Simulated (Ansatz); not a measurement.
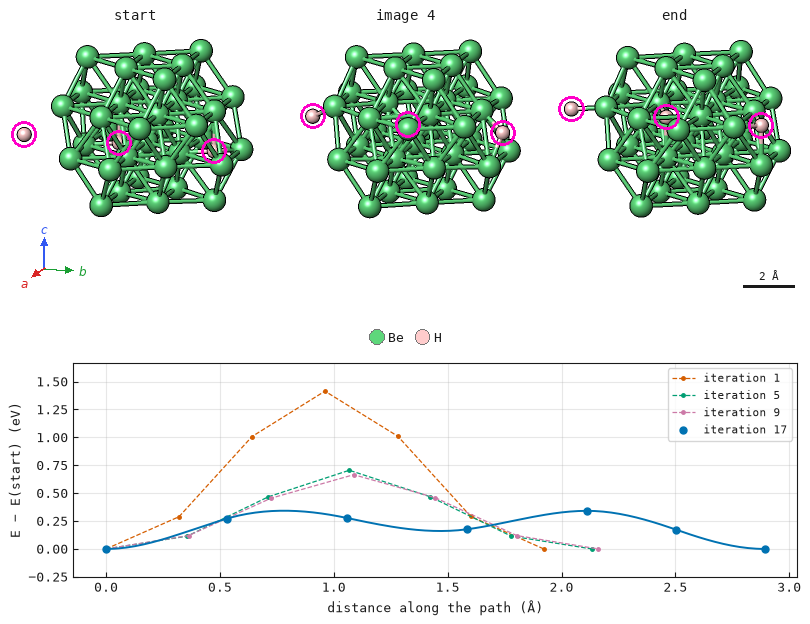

NEB run on Be with an interstitial H (17 atoms in the cell). Images are numbered from 0 (start) to 6 (end). The plot follows the band through its iterations. The picture is a ball-and-stick view of the atoms within 4.0 Å of the middle of the path, seen slightly off an axis. The moving atom is ringed, with any periodic copies. Bonds to atoms that aren't drawn are left out.

Level of theory: Ansatz 0.2.0, DFT PBEsol, scalar-relativistic, plane waves, PAW.

Input file:
```yaml
crystal:
  lattice:
    - [-2.29, -3.966396, 0.0]
    - [3.435, -1.983198, 0.0]
    - [0.0, 0.0, 7.17686]
  atoms:
    - { symbol: Be, position: [0.75019189, 0.49960407, 0.00198284] }
    - { symbol: Be, position: [0.49971363, 0.33282556, 0.24631654] }
    - { symbol: Be, position: [0.77201319, 0.51369127, 0.50091169] }
    - { symbol: Be, position: [0.49976299, 0.33207183, 0.75498637] }
    - { symbol: Be, position: [0.49974599, -0.00297842, 0.00256566] }
    - { symbol: Be, position: [0.24939867, 0.8334755, 0.25261543] }
    - { symbol: Be, position: [0.49976644, -0.03461475, 0.50174537] }
    - { symbol: Be, position: [0.24807645, 0.83301614, 0.75376513] }
    - { symbol: Be, position: [0.24932842, 0.49955778, 0.0019796] }
    - { symbol: Be, position: [-0.00027419, 0.3337785, 0.25104233] }
    - { symbol: Be, position: [0.22759035, 0.51373554, 0.50091316] }
    - { symbol: Be, position: [-0.00022392, 0.33386478, 0.75434128] }
    - { symbol: Be, position: [-0.00024515, 0.00057681, 0.003159] }
    - { symbol: Be, position: [0.75001059, 0.83349179, 0.2526159] }
    - { symbol: Be, position: [-0.00022866, 0.01174831, 0.50321941] }
    - { symbol: Be, position: [0.75144372, 0.83299891, 0.75376417] }
    - { symbol: H, position: [0.4998076, 0.3303959, 0.5274986] }
basis:
  ecutwfc: 420.0
kpoints:
  mp_grid: { grid: [4, 4, 3] }
hamiltonian:
  xc: pbesol
scf:
  occupations: { method: fermi_dirac, width: 0.15 }
  lower_state_search: "off"
neb:
  images: 5
  f_tol: 0.05
  initial_path: linear
  max_iterations: 58
  spring: 10.0
  final_atoms:
    - { symbol: Be, position: [0.75059139, 0.50070623, 0.00410364] }
    - { symbol: Be, position: [0.49993763, 0.33359243, 0.24841857] }
    - { symbol: Be, position: [0.75039726, 0.50123363, 0.49542239] }
    - { symbol: Be, position: [0.4781925, 0.31977383, 0.74938026] }
    - { symbol: Be, position: [0.5001482, 6.72e-06, -0.00236244] }
    - { symbol: Be, position: [0.25045491, 0.83267939, 0.24717152] }
    - { symbol: Be, position: [0.49883263, 0.00014717, 0.49664197] }
    - { symbol: Be, position: [0.25045092, 0.82187458, 0.74695894] }
    - { symbol: Be, position: [0.25050322, 0.49969278, -0.00073344] }
    - { symbol: Be, position: [0.00094812, 0.333727, 0.2484321] }
    - { symbol: Be, position: [0.25036911, 0.49928938, 0.49599377] }
    - { symbol: Be, position: [0.02245319, 0.319843, 0.74935905] }
    - { symbol: Be, position: [0.00102052, 7.726e-05, -0.00239696] }
    - { symbol: Be, position: [0.75047793, 0.83632213, 0.24776746] }
    - { symbol: Be, position: [0.00197554, 0.00014017, 0.49664471] }
    - { symbol: Be, position: [0.75046126, 0.86799131, 0.74851321] }
    - { symbol: H, position: [0.75025182, 0.50303573, 0.72235738] }
  order_check: true
```

Command:
```bash
ansatz run input.yaml --threads 1 --pin off --max-ram 3072MiB --backend cpu --events-out ev --progress --plain --runs-dir out
```

Did the band converge, and can the barrier be trusted?

Answer. The run is converged, with reservations. The band converged in 17 iterations. The climbing image converged on the top of the path. A check of its curvatures didn't confirm a first-order saddle. The first iteration put the highest image at 1.41 eV. The barrier is about 0.34 eV in both directions, with image 4 at the top; the ends have the same energy. The profile has 2 maxima (images 2, 4) with a dip at image 3 (+0.18 eV), so the process runs in steps.

Limits of the set-up: the k-point mesh is coarse for a cell with partly filled bands; the periodic images lie only 4.0 Å apart, so the values are limited by the cell's size.

Cost: 13 min on 1 thread of Intel(R) Xeon(R) Platinum 8488C (Sapphire Rapids), with other jobs on the host, peak memory 0.69 GiB.
